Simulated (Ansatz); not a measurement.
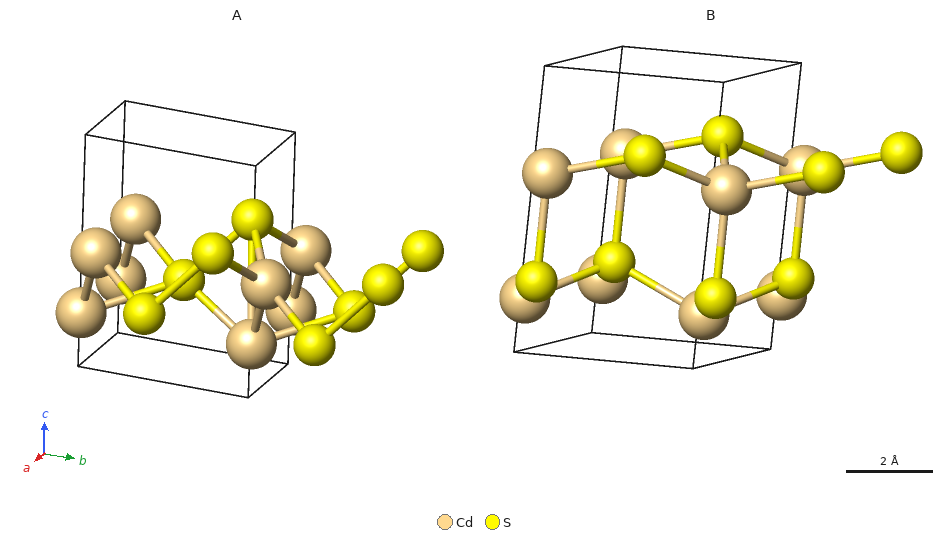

Two geometries of solid CdS (a generated structure, set up in P1) (coarse preliminary run), drawn at one scale. One is the start of a relaxation, the other its converged end. Style: ball-and-stick. Shown: the cell of the calculation, repeated 2 × 2 × 1 with one cell outlined, slightly off an axis.

Theory: DFT PBE, scalar-relativistic, plane waves, PAW (Ansatz 0.2.0). (plane-wave cutoff 420 eV; k-point mesh 4 × 4 × 4; occupations gaussian; smearing width 0.1 eV; no spin polarisation; cell and atoms relaxed; force threshold 0.04 eV/Å; at most 70 steps)

Question: Which one is relaxed?

Answer: Structure B is the relaxed one. The largest moves relative to the cell, 1.11 Å, are those of Cd and S atoms. Largest moves by element: Cd 1.11 Å, S 1.10 Å. The volume changes by +19.7 %, with a = b 4.063 → 4.206 Å (+3.5 %), c 5.414 → 6.806 Å (+25.7 %), α 98.1° → 90.0°, β 98.1° → 90.0°, γ 94.2° → 119.9°. Some distances before and after: Cd–Cd 2.348 → 4.184 Å, S–S 2.348 → 4.175 Å, Cd–S 2.897 → 4.238 Å, Cd–S 3.758 → 2.570 Å. New bonds form: Cd–S (3.76 → 2.57 Å). Bonds break: Cd–Cd (2.35 → 4.18 Å), Cd–S (2.90 → 4.24 Å). Bond angles that change, for instance: S–Cd–S 160.0° → 108.9°, Cd–S–Cd 160.0° → 109.2°, S–Cd–S 81.1° → 109.2°. The space group (tolerance 0.01 Å) goes from P1 (No. 1) to Cmc2_1 (No. 36). After 15 accepted moves (17 points after the start) the energy has fallen by 1157 meV per atom. Largest force component: 4.9 eV/Å at the start, 0.0068 eV/Å at the end. Pressure: 21.69 GPa at the start and −0.05 GPa at the end. The SCF was repeated twice at an unchanged geometry on a basis and grid sized afresh for the cell, which shifted the energy by 31.6 meV per atom at most.
